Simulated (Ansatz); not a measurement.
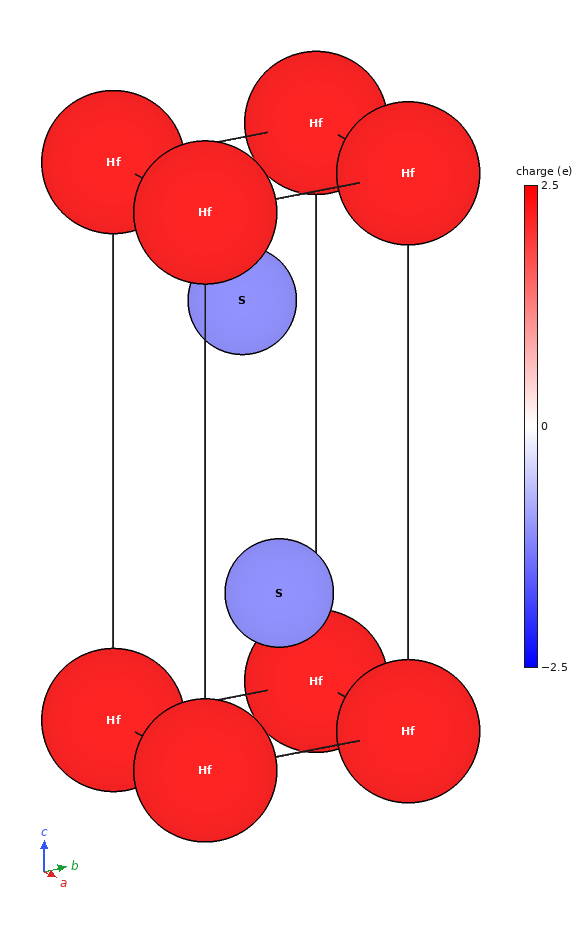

A spheres-only picture of a crystal structure, seen slightly off an axis. The wireframe shows the simulation cell. The atoms of this HfS₂ cell are coloured by their Bader charge.

Computational set-up: DFT PBE, scalar-relativistic, plane waves, PAW (Ansatz 0.2.0), E_cut = 420 eV, a 12×12×6 grid in reciprocal space, Gaussian smearing of 0.02 eV, no spin polarisation.

> Interpret the colouring.

Most positive: Hf; most negative: S. Charges: about Hf +2.1 e; S -1.1 e. The transfer is large, as in an ionic solid.

The structure was taken from a structure listed in the Materials Project. Earlier steps of the study, as a rule a relaxation of our own, may have changed the cell and positions, so they can lie some per cent off the listed ones. It went into a calculation with Ansatz.
